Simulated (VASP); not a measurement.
# Run report: Ge, geometry relaxation (part 2 of 3)

Continued. System: Ge (I4₁/amd, 2 atoms in the cell). Method: Kohn-Sham DFT of a periodic cell, LDA, VASP PAW LDA potentials, recommended, no spin polarisation (VASP 6.6.1); cutoff 350 eV, 6×6×6 k-mesh, Gaussian smearing of 0.02 eV. The structure derives from a Materials Project entry.

Geometry of the input (Å; fractional positions):
```
-2.5745  2.5745  1.3974
2.5745  -2.5745  1.3974
2.5745  2.5745  -1.3974
Ge 0.2500  0.7500  0.5000
Ge 0.5000  0.5000  0.0000
```

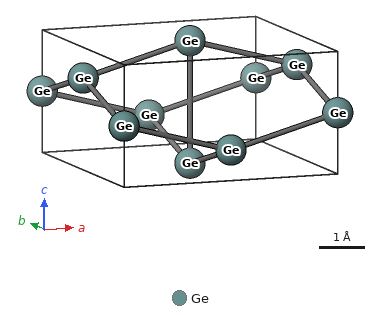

*The structure as given in the input (ball-and-stick view of the cell 2 times as large as that of the calculation, set on its symmetry axes, seen slightly off an axis). An atom can appear more than once, as a periodic image.*

### Parts of OUTCAR, continued
```
 Routine SETGRP: Setting up the symmetry group for a
 body centered tetragonal supercell.

 Subroutine GETGRP returns: Found 16 space group operations
 (whereof  8 operations were pure point group operations)
 out of a pool of 16 trial point group operations.

The dynamic configuration has the point symmetry D_2d.
 The point group associated with its full space group is D_4h.

 Subroutine INISYM returns: Found 16 space group operations
 (whereof  8 operations are pure point group operations),
 and found     1 'primitive' translations

----------------------------------------------------------------------------------------

                                     Primitive cell

  volume of cell :      37.0482

  direct lattice vectors                    reciprocal lattice vectors
    -2.574489720  2.574489720  1.397412640     0.000000000  0.194213244  0.357804120
     2.574489720 -2.574489720  1.397412640     0.194213244  0.000000000  0.357804120
     2.574489720  2.574489720 -1.397412640     0.194213244  0.194213244  0.000000000

  length of vectors
     3.899840602  3.899840602  3.899840602     0.407114938  0.407114938  0.274659004

  position of ions in fractional coordinates (direct lattice)
     0.250000000  0.750000000  0.500000000
     0.500000000  0.500000000  0.000000000

  ion indices of the primitive-cell ions
   primitive index   ion index
                 1           1
                 2           2

----------------------------------------------------------------------------------------

 KPOINTS: k-points

Automatic generation of k-mesh.
 Grid dimensions read from file:
 generate k-points for:    6    6    6

 Generating k-lattice:

  Cartesian coordinates                     Fractional coordinates (reciprocal lattice)
     0.000000000  0.032368874  0.059634020     0.166666667  0.000000000  0.000000000
     0.032368874  0.000000000  0.059634020     0.000000000  0.166666667  0.000000000
     0.032368874  0.032368874  0.000000000     0.000000000  0.000000000  0.166666667

  Length of vectors
     0.067852490  0.067852490  0.045776501

  Shift w.r.t. Gamma in fractional coordinates (k-lattice)
     0.000000000  0.000000000  0.000000000

 Subroutine IBZKPT returns following result:
 ===========================================

 Found     30 irreducible k-points:

 Following reciprocal coordinates:
            Coordinates               Weight
  0.000000  0.000000  0.000000      1.000000
  0.166667  0.000000 -0.000000      8.000000
  0.333333 -0.000000  0.000000      8.000000
  0.500000  0.000000 -0.000000      4.000000
  0.166667  0.166667 -0.000000      8.000000
  0.333333  0.166667  0.000000     16.000000
  0.500000  0.166667 -0.000000     16.000000
 -0.333333  0.166667 -0.000000     16.000000
 -0.166667  0.166667  0.000000      4.000000
  0.333333  0.333333  0.000000      8.000000
  0.500000  0.333333  0.000000     16.000000
 -0.333333  0.333333  0.000000      4.000000
  0.500000  0.500000 -0.000000      2.000000
  0.166667  0.166667  0.166667      8.000000
  0.333333  0.166667  0.166667      8.000000
 -0.166667  0.166667  0.166667      4.000000
  0.333333  0.333333  0.166667      4.000000
 -0.333333  0.333333  0.166667      8.000000
 -0.166667  0.333333  0.166667      8.000000
  0.500000  0.500000  0.166667      4.000000
 -0.333333  0.500000  0.166667     16.000000
 -0.166667  0.500000  0.166667      8.000000
 -0.333333 -0.333333  0.166667      8.000000
 -0.166667 -0.333333  0.166667      8.000000
 [... further k-points ...]
   k-points           NKPTS =     30   k-points in BZ     NKDIM =     30   number of bands    NBANDS=     18
   number of dos      NEDOS =    301   number of ions     NIONS =      2
   total plane-waves  NPLWV =  13824
   dimension x,y,z NGX =    24 NGY =   24 NGZ =   24
   dimension x,y,z NGXF=    48 NGYF=   48 NGZF=   48
   ions per type =               2
   NGX,Y,Z   is equivalent  to a cutoff of  10.23, 10.23, 10.23 a.u.
   NGXF,Y,Z  is equivalent  to a cutoff of  20.46, 20.46, 20.46 a.u.
 SYSTEM =  Ge
   PREC   = accura    normal or accurate (medium, high low for compatibility)
   ISTART =      0    job   : 0-new  1-cont  2-samecut
   ICHARG =      2    charge: 1-file 2-atom 10-const
   ISPIN  =      1    spin polarized calculation?
   LNONCOLLINEAR =      F non collinear calculations
   LSORBIT =      F    spin-orbit coupling
   LASPH  =      T    aspherical Exc in radial PAW
   ENCUT  =  350.0 eV  25.72 Ry    5.07 a.u.   5.95  5.95  5.95*2*pi/ulx,y,z
   NELM   =    100;   NELMIN=  2; NELMDL= -5     # of ELM steps
   EDIFF  = 0.1E-06   stopping-criterion for ELM
   LREAL  =      F    real-space projection
   EDIFFG = -.2E-02   stopping-criterion for IOM
   NSW    =     80    number of steps for IOM
   IBRION =      2    ionic relax: 0-MD 1-quasi-New 2-CG
   NFREE  =      1    steps in history (QN), initial steepest desc. (CG)
   ISIF   =      3    stress and relaxation
   ISYM   =      2    0-nonsym 1-usesym 2-fastsym
   POTIM  = 0.5000    time-step for ionic-motion
   TEBEG  =    0.0;   TEEND  =   0.0 temperature during run
   PSTRESS=  133.0 pullay stress
   NELECT =      28.0000    total number of electrons
   NUPDOWN=      -1.0000    fix difference up-down
   EMIN   =  10.00;   EMAX   =-10.00  energy-range for DOS
   EFERMI =   0.00;   METHOD = LEGACY
   ISMEAR =     0;   SIGMA  =   0.02  broadening in eV -4-tet -1-fermi 0-gaus
   EFERMI_NEDOS =   21; number of points for ismear=-14 and -15
   IALGO  =     68    algorithm
   IMIX   =      4    mixing-type and parameters
     AMIX     =   0.40;   BMIX     =  1.00
     AMIX_MAG =   1.60;   BMIX_MAG =  1.00
  volume/ion in A,a.u.               =      18.52       125.01
  Fermi-wavevector in a.u.,A,eV,Ry     =   1.491209  2.817976 30.255333  2.223704
  Thomas-Fermi vector in A             =   2.603893
   LORBIT       =      0    0 simple, 1 ext, 2 COOP (PROOUT), +10 PAW based schemes
   GGA     = CA    functional components
   LHFCALC =     F    Hartree Fock is set to
   AEXX    =    0.0000 exact exchange contribution
   IVDW    =     0    specifies the selected vdW correction
   LEPSILON=     F    determine dielectric tensor
   LRPA    =     F    only Hartree local field effects (RPA)
 conjugate gradient relaxation of ions
 non-spin polarized calculation
 RMM-DIIS sequential band-by-band and
 Gauss-broadening in eV      SIGMA  =   0.02
  energy-cutoff  :      350.00
  volume of cell :       37.05
 maximum number of plane-waves:       562
   NGX = 11   NGY = 11   NGZ = 11

--------------------------------------- Ionic step        1  -------------------------------------------

 number of electron      28.0000042 magnetization

 Free energy of the ion-electron system (eV)
  ---------------------------------------------------
  ext. energy  EPLUGINS =         0.00000000
  ---------------------------------------------------
  free energy    TOTEN  =       -10.00739926 eV

  energy without entropy =      -10.00706080  energy(sigma->0) =      -10.00723003

------------------------ aborting loop because EDIFF is reached ----------------------------------------

  FORCE on cell =-STRESS in cart. coord.  units (eV):
  Direction    XX          YY          ZZ          XY          YZ          ZX
  --------------------------------------------------------------------------------------
  -------------------------------------------------------------------------------------
  Total       -0.5177202     -0.5177202     -0.8440189      0.0000000      0.0000000     -0.0000000
  in kB      -22.3892084    -22.3892084    -36.5002456      0.0000000      0.0000000     -0.0000000
  external PRESSURE =    -160.0928875 kB  Pullay stress =     133.0000000 kB

 VOLUME and BASIS-vectors are now :
 -----------------------------------------------------------------------------
  energy-cutoff  :      350.00
  volume of cell :       37.05
      direct lattice vectors                 reciprocal lattice vectors
    -2.574489720  2.574489720  1.397412640     0.000000000  0.194213244  0.357804120
     2.574489720 -2.574489720  1.397412640     0.194213244  0.000000000  0.357804120
     2.574489720  2.574489720 -1.397412640     0.194213244  0.194213244  0.000000000

 POSITION                                       TOTAL-FORCE (eV/Angst)
 -----------------------------------------------------------------------------------
      2.57449      0.00000      0.69871        -0.000000     -0.000000     -0.000000
      0.00000      0.00000      1.39741         0.000000      0.000000      0.000000
 -----------------------------------------------------------------------------------
    total drift:                               -0.000000     -0.000000      0.000000

  FREE ENERGIE OF THE ION-ELECTRON SYSTEM (eV)
  ---------------------------------------------------
  free  energy   TOTEN  =       -10.0073992594 eV

  energy  without entropy=      -10.0070608009  energy(sigma->0) =      -10.00723003

  enthalpy is  TOTEN    =        -6.9319537176 eV   P V=        3.0754455418

--------------------------------------- Ionic step        2  -------------------------------------------

 number of electron      28.0000061 magnetization

 E-fermi :  10.2626     XC(G=0): -13.1190     alpha+bet :-16.7085

 val. band max:       10.2462993495   @ k =   0.3333   0.1667   0.0000
 cond. band min:      10.3096670247   @ k =  -0.1667   0.3333   0.1667
 fundamental gap:      0.0633676751
 Fermi energy:        10.2625529183

 k-point     1 :       0.0000    0.0000    0.0000
  band No.  band energies     occupation
      1     -15.2222      2.00000
      2     -15.1280      2.00000
      3     -15.0930      2.00000
      4     -15.0796      2.00000
      5     -14.8183      2.00000
      6     -14.8183      2.00000
      7     -14.8074      2.00000
      8     -14.8074      2.00000
      9     -14.6859      2.00000
     10     -14.5600      2.00000
     11      -5.9890      2.00000
     12       6.7801      2.00000
     13       6.7801      2.00000
     14       6.8275      2.00000
     15      13.4535      0.00000
     16      19.5388      0.00000
     17      19.6084      0.00000
     18      21.8576      0.00000

 k-point     2 :       0.1667    0.0000   -0.0000
  band No.  band energies     occupation
      1     -15.1990      2.00000
      2     -15.0593      2.00000
      3     -15.0555      2.00000
      4     -14.9889      2.00000
      5     -14.8797      2.00000
      6     -14.8587      2.00000
      7     -14.8229      2.00000
      8     -14.8207      2.00000
      9     -14.6994      2.00000
     10     -14.5832      2.00000
     11      -5.1367      2.00000
     12       5.3255      2.00000
     13       6.7949      2.00000
     14       9.8319      2.00000
     15      14.7930      0.00000
     16      15.7965      0.00000
     17      16.9241      0.00000
     18      18.2835      0.00000

 k-point     3 :       0.3333   -0.0000    0.0000
  band No.  band energies     occupation
      1     -15.1510      2.00000
      2     -15.0190      2.00000
      3     -14.9934      2.00000
      4     -14.9700      2.00000
      5     -14.9397      2.00000
      6     -14.8735      2.00000
      7     -14.8047      2.00000
      8     -14.7435      2.00000
      9     -14.7341      2.00000
     10     -14.6279      2.00000
     11      -2.5645      2.00000
     12       5.3598      2.00000
     13       7.3658      2.00000
     14       7.9493      2.00000
     15      11.1942      0.00000
     16      14.4672      0.00000
     17      14.7269      0.00000
     18      15.7682      0.00000

 k-point     4 :       0.5000    0.0000   -0.0000
  band No.  band energies     occupation
      1     -15.1283      2.00000
      2     -15.0490      2.00000
      3     -15.0438      2.00000
      4     -14.9738      2.00000
      5     -14.9067      2.00000
      6     -14.9024      2.00000
      7     -14.7619      2.00000
      8     -14.7049      2.00000
      9     -14.6936      2.00000
     10     -14.6368      2.00000
     11       1.2685      2.00000
     12       2.1793      2.00000
     13       7.2831      2.00000
     14       7.9391      2.00000
     15       8.1644      2.00000
     16      12.9728      0.00000
     17      14.6508      0.00000
     18      17.5296      0.00000

 k-point     5 :       0.1667    0.1667   -0.0000
  band No.  band energies     occupation
      1     -15.1669      2.00000
      2     -15.0132      2.00000
      3     -15.0107      2.00000
      4     -14.9372      2.00000
      5     -14.9096      2.00000
      6     -14.8992      2.00000
      7     -14.8514      2.00000
      8     -14.7435      2.00000
      9     -14.7209      2.00000
     10     -14.6058      2.00000
     11      -2.9441      2.00000
     12       5.7703      2.00000
     13       8.5939      2.00000
     14       9.4283      2.00000
     15      10.7254      0.00000
     16      11.7599      0.00000
     17      15.3813      0.00000
     18      15.4686      0.00000

 [... the levels of 18 k-points are left out ...]

 k-point    24 :      -0.1667   -0.3333    0.1667
  band No.  band energies     occupation
      1     -15.1366      2.00000
      2     -15.0349      2.00000
      3     -15.0088      2.00000
      4     -14.9489      2.00000
      5     -14.9298      2.00000
      6     -14.8992      2.00000
      7     -14.8428      2.00000
      8     -14.7366      2.00000
      9     -14.6487      2.00000
     10     -14.6192      2.00000
     11       0.1645      2.00000
     12       4.6881      2.00000
     13       6.1623      2.00000
     14       7.8077      2.00000
     15       8.9407      2.00000
     16      11.5130      0.00000
     17      13.9941      0.00000
     18      15.9216      0.00000

 [... further k-points ...]

------------------------ aborting loop because EDIFF is reached ----------------------------------------

  FORCE on cell =-STRESS in cart. coord.  units (eV):
  Direction    XX          YY          ZZ          XY          YZ          ZX
  --------------------------------------------------------------------------------------
  -------------------------------------------------------------------------------------
  Total        6.8690802      6.8690802      5.3429089      0.0000000      0.0000000     -0.0000000
  in kB      393.2969619    393.2969619    305.9142958      0.0000000      0.0000000     -0.0000000
  external PRESSURE =     231.1694065 kB  Pullay stress =     133.0000000 kB

 VOLUME and BASIS-vectors are now :
 -----------------------------------------------------------------------------
  energy-cutoff  :      350.00
  volume of cell :       27.98
      direct lattice vectors                 reciprocal lattice vectors
    -2.351353735  2.351353735  1.265297498     0.000000000  0.212643463  0.395163984
     2.351353735 -2.351353735  1.265297498     0.212643463  0.000000000  0.395163984
     2.351353735  2.351353735 -1.265297498     0.212643463  0.212643463  0.000000000

 POSITION                                       TOTAL-FORCE (eV/Angst)
 -----------------------------------------------------------------------------------
      2.35135      0.00000      0.63265        -0.000000      0.000000      0.000000
      0.00000      0.00000      1.26530         0.000000     -0.000000     -0.000000
 -----------------------------------------------------------------------------------
    total drift:                               -0.000000     -0.000000      0.000000

  FREE ENERGIE OF THE ION-ELECTRON SYSTEM (eV)
  ---------------------------------------------------
  free  energy   TOTEN  =        -9.3293827954 eV

  energy  without entropy=       -9.3289493593  energy(sigma->0) =       -9.32916608

  enthalpy is  TOTEN    =        -7.0064874870 eV   P V=        2.3228953084

--------------------------------------- Ionic step        3  -------------------------------------------

 number of electron      27.9999963 magnetization

------------------------ aborting loop because EDIFF is reached ----------------------------------------

  FORCE on cell =-STRESS in cart. coord.  units (eV):
  Direction    XX          YY          ZZ          XY          YZ          ZX
  --------------------------------------------------------------------------------------
  -------------------------------------------------------------------------------------
  Total        2.6765789      2.6765789      1.5948697      0.0000000      0.0000000      0.0000000
  in kB      135.1039148    135.1039148     80.5031911      0.0000000      0.0000000      0.0000000
  external PRESSURE =     -16.0963264 kB  Pullay stress =     133.0000000 kB

 VOLUME and BASIS-vectors are now :
 -----------------------------------------------------------------------------
  energy-cutoff  :      350.00
  volume of cell :       31.74
      direct lattice vectors                 reciprocal lattice vectors
    -2.448978965  2.448978965  1.323099789     0.000000000  0.204166719  0.377900446
     2.448978965 -2.448978965  1.323099789     0.204166719  0.000000000  0.377900446
     2.448978965  2.448978965 -1.323099789     0.204166719  0.204166719  0.000000000

 POSITION                                       TOTAL-FORCE (eV/Angst)
```
